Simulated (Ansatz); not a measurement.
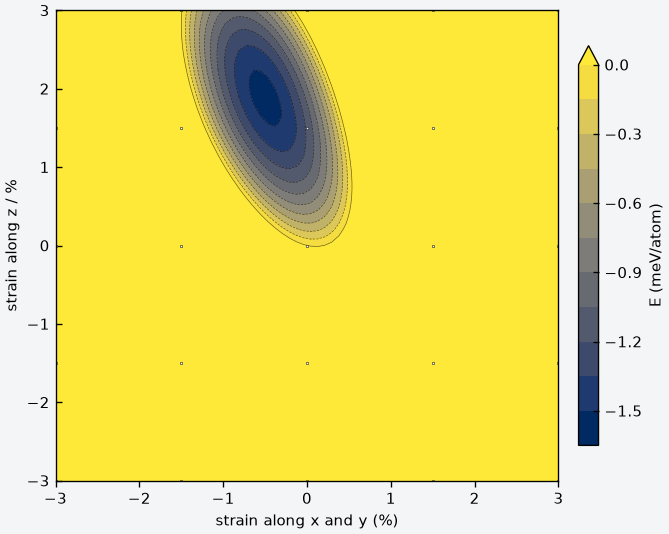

Ge (I4_1/amd, No. 141; 2 atoms in the cell). The cell is strained homogeneously, by one strain along x and y and another along z, with fractional coordinates fixed (x along [1 0 0], z along [0 0 1] of the conventional cell). First axis: strain along x and y. Second axis: strain along z. The scan uses a 5 × 5 grid. Points are written as (first, second). Energies are in meV/atom, from the unstrained cell. The reference cell is the one listed in the database, not relaxed at this level. Level of theory: Ansatz 0.2.0, DFT r2SCAN, scalar-relativistic, plane waves, PAW. Settings: cutoff 500 eV, k-mesh 20×20×20, gaussian smearing 0.15 eV, no spin polarisation.

Drawn: filled contours, dots at the grid points, one colour for all values above the top of the scale. Between grid points the surface is interpolated.

> Estimate the clamped-ion elastic constants that this map fixes.

With the cell volume of 37.0 Å³, the curvatures of the interpolated surface at its minimum give C₁₁ + C₂₂ + 2C₁₂ ≈ 370 GPa, C₃₃ ≈ 110 GPa and C₁₃ + C₂₃ ≈ 107 GPa (clamped ions, Cartesian axes of the cell). A stretch of 1 % along z with free sides (kept equal in x and y) would change the in-plane lengths by about −0.29 %.
